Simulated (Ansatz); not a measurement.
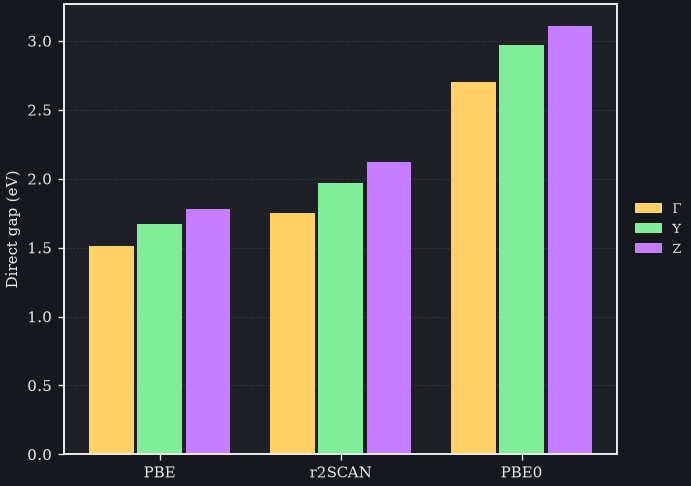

Direct gap at each named k point, by several methods on one cell of Bi₂S₃, space group Pnma (No. 62), 20 atoms in the cell, relaxed with r2SCAN+rVV10; a = 11.36 Å, b = 3.99 Å, c = 11.08 Å, α = 90.00°, β = 90.00°, γ = 90.00°. All runs are without spin-orbit coupling and carry no moments. In reduced coordinates of the cell that was run, Y is (0, 0, 0.5) and Z is (0.5, 0, 0). The smallest gap is indirect or lies off these points.

| method | program | Γ (eV) | Y (eV) | Z (eV) |
| --- | --- | --- | --- | --- |
| PBE | Ansatz | 1.51 | 1.67 | 1.78 |
| r2SCAN | Ansatz | 1.75 | 1.97 | 2.12 |
| PBE0 | Ansatz | 2.70 | 2.97 | 3.11 |

Question: What does HSE06 give? It was run as: HSE06, Ansatz PAW set, 2×4×2 k mesh, 420 eV cutoff, fixed occupations (Ansatz).

Answer: HSE06 screens off the long-range part of PBE0's exact exchange, so it lies between PBE and PBE0, here 0.62 eV under PBE0 at Γ. HSE06 gives 2.08 eV at Γ, 2.32 eV at Y and 2.47 eV at Z, which is +0.57 eV from PBE at Γ.

Question: Does HSE06 open these direct gaps by one amount over PBE?

Answer: The shifts are +0.57 eV at Γ, +0.65 eV at Y and +0.69 eV at Z, and at points that aren't plotted +0.68 eV (X), +0.72 eV (S), +0.69 eV (T), +0.74 eV (U) and +0.75 eV (R): over the named points that both runs hold, a spread of 0.18 eV on a mean of 0.69 eV, so one shift describes them only roughly.

Question: How do the methods rank at Γ?

Answer: From low to high: PBE 1.51, r2SCAN 1.75, HSE06 2.08, PBE0 2.70 eV.

Settings. PBE: Ansatz PAW set, 2×6×2 k mesh, 420 eV cutoff, Fermi-Dirac smearing of 0.02 eV (Ansatz). r2SCAN: Ansatz PAW set, 2×6×2 k mesh, 500 eV cutoff, fixed occupations (Ansatz 0.2.0). PBE0: Ansatz PAW set, 2×4×2 k mesh, 420 eV cutoff, fixed occupations (Ansatz 0.2.0).

Spin-orbit coupling is left out, which matters for Bi. The cell comes from a database of computed structures, and whether it is the stable form of this composition wasn't checked. r2SCAN, HSE06 and PBE0: the PAW data sets were made with another functional. HSE06 and PBE0: the k mesh is thin for exact exchange. Over all k points computed the smallest gap is 1.37 eV in PBE, 1.64 eV in r2SCAN, 1.98 eV in HSE06 and 2.59 eV in PBE0. In reduced coordinates of the cell that was run, X is (0, 0.5, 0), S is (0, 0.5, 0.5), T is (0.5, 0, 0.5), U is (0.5, 0.5, 0) and R is (0.5, 0.5, 0.5).
